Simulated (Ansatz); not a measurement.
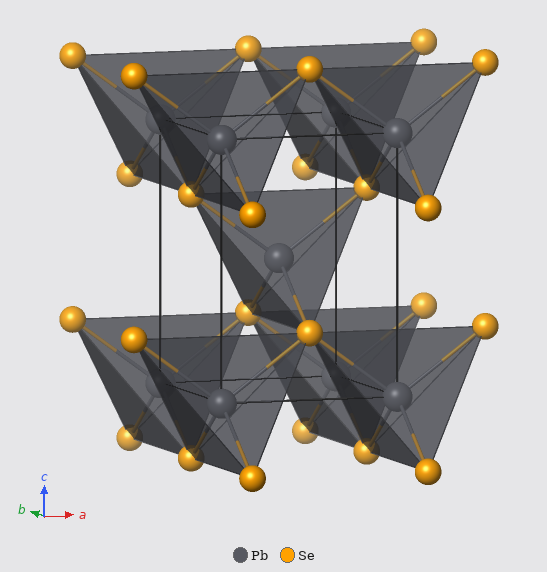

The image is a polyhedral drawing of a crystal, viewed slightly off an axis. The conventional unit cell is drawn as a box. Some atoms of the next cells are drawn as well.

PbSe, space group Imm2 (No. 44), a = 4.784 Å, b = 4.899 Å, c = 6.846 Å, α = 90.00°, β = 90.00°, γ = 90.00°. The initial geometry was a structure type filled with these elements by a generator (whether the compound takes this form wasn't checked). The cell was then strained or its atoms displaced on purpose. It went into a calculation with Ansatz.

This one geometry was computed with Ansatz (DFT, plane waves, PAW) at three levels of theory: PBE, HSE06 and r2SCAN. It was relaxed with r2SCAN and then strained.

How does the band gap change with the level of theory?

PBE: a gap of 0.61 eV, indirect; r2SCAN: a gap of 0.79 eV, indirect; HSE06: a gap of 1.06 eV, indirect.

Collect the results in a table.

| level | cutoff (eV) | k-mesh of the run's cell | gap (eV) | pressure (GPa) |
| --- | --- | --- | --- | --- |
| PBE | 420 | 6×6×6 | 0.61 | 0.7 |
| HSE06 | 420 | 4×4×4 | 1.06 | 0.1 |
| r2SCAN | 500 | 6×6×6 | 0.79 | 0.0 |

Gaps are taken on the k-mesh or band path of each run.
